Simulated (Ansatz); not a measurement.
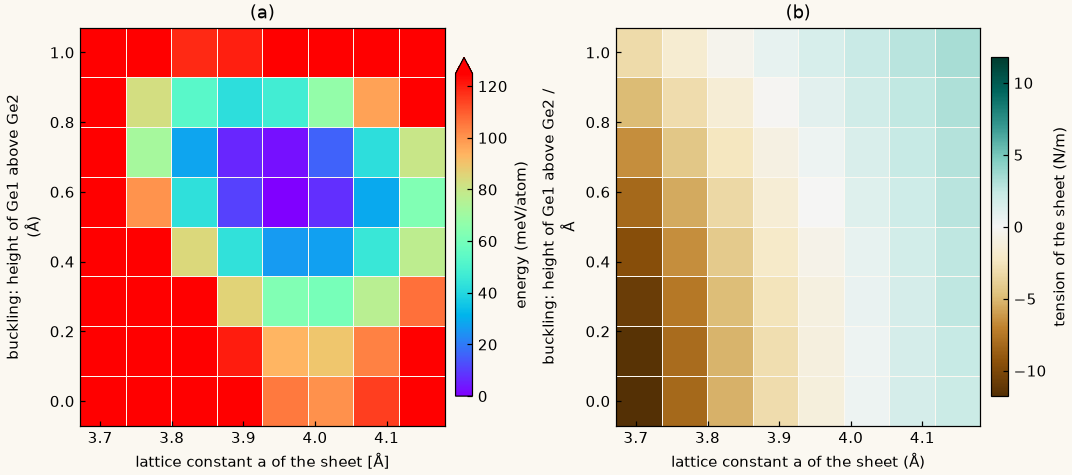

A two-dimensional sheet of Ge of the honeycomb type (2 atoms in the cell). The lattice constant and the buckling of a sheet are varied, nothing relaxed. Coordinates scanned: (1) lattice constant a of the sheet (both vectors scaled alike); (2) buckling: height of Ge1 above Ge2. The scan uses an 8 × 8 grid. Points are written as (first, second). All energies are given in meV/atom relative to the lowest grid point. Method: DFT LDA, scalar-relativistic, plane waves, PAW (Ansatz 0.2.0). Settings: cutoff 420 eV, k-mesh 12×12×1, gaussian smearing 0.1 eV, no spin polarisation.

Panel (a) is the energy and panel (b) the computed tension of the sheet on the same grid.

Drawn: one coloured cell a grid point, one colour for all values above the top of the scale.

Q: How does the tension of the sheet vary over the map, and what is it at the lowest grid point?

A: It runs from −11.8 N/m at (3.704 Å, 0.000 Å) to 3.3 N/m at (4.149 Å, 1.000 Å). At the lowest grid point, (3.958 Å, 0.571 Å), it is −0.1 N/m.

PAW datasets: the set soft_1.
